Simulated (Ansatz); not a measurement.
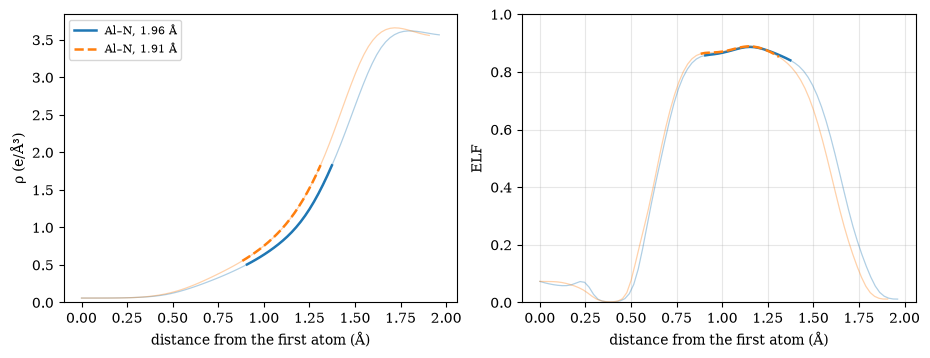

AlN. Valence pseudo-density and ELF along straight lines between neighbouring atoms. Thin, pale parts lie inside the atomic spheres.

Space group Cmc2₁; a generated structure, not necessarily the stable one.

Computed with DFT PBE, scalar-relativistic, plane waves, PAW in Ansatz 0.2.0.

In a PAW calculation such maps are meaningful between the atoms, not at the nuclei.

**Compare the contacts.**

Al–N (1.96 Å): ρ is about 0.61 e/Å³ halfway; the ELF peaks at about 0.90 between the atoms, as expected for a shared but strongly polarised pair.
Al–N (1.91 Å): ρ at the midpoint is about 0.67 e/Å³; the ELF peaks at about 0.90 in the valence shell of N, 0.8 Å from its nucleus, and is about 0.85 at the midpoint.
